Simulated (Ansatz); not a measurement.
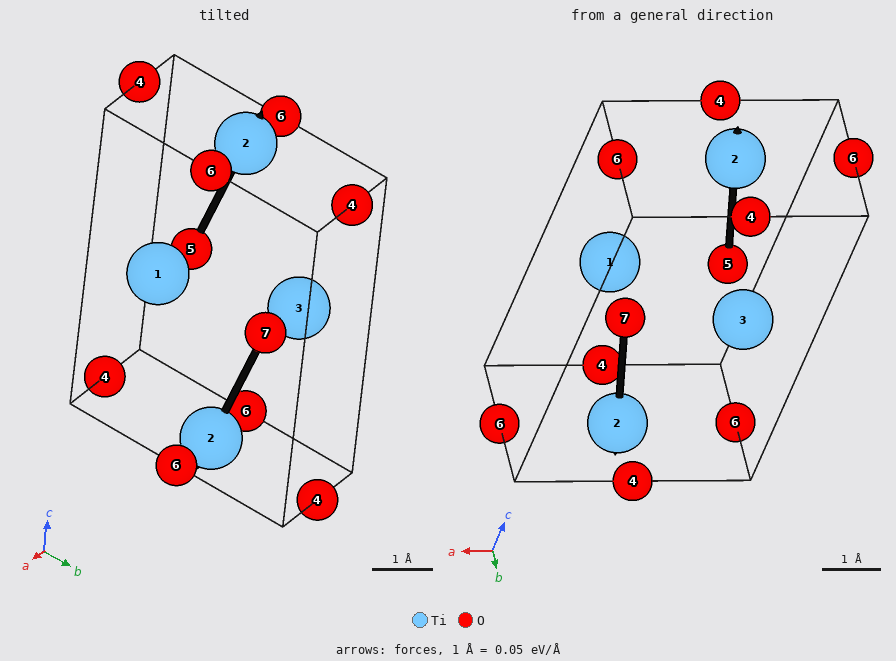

A spheres-only rendering, viewed slightly off an axis and from a general direction. The box is the cell (the run's own, in a reduced setting); atoms on or close to its faces, edges and corners are drawn wherever they repeat. The arrows are the computed forces on the atoms.

System: Ti$_{3}$O$_{4}$. The calculation: DFT PBEsol, scalar-relativistic, plane waves, PAW in Ansatz, with a basis cut at 420 eV, k-points about 0.18 Å⁻¹ apart, Gaussian smearing of 0.1 eV, no spin polarisation.

**Judging by the arrows, is the geometry relaxed?**

No. The atoms still feel forces of up to about 0.12 eV/Å, above a usual threshold of 0.01 to 0.03 eV/Å.

**Which atom feels the largest force?**

O5 and O7, about 0.12 eV/Å.

The model was built from a structure listed in the Materials Project. Earlier steps of the study may have refined or changed the cell and positions. A calculation with Ansatz used it as input.
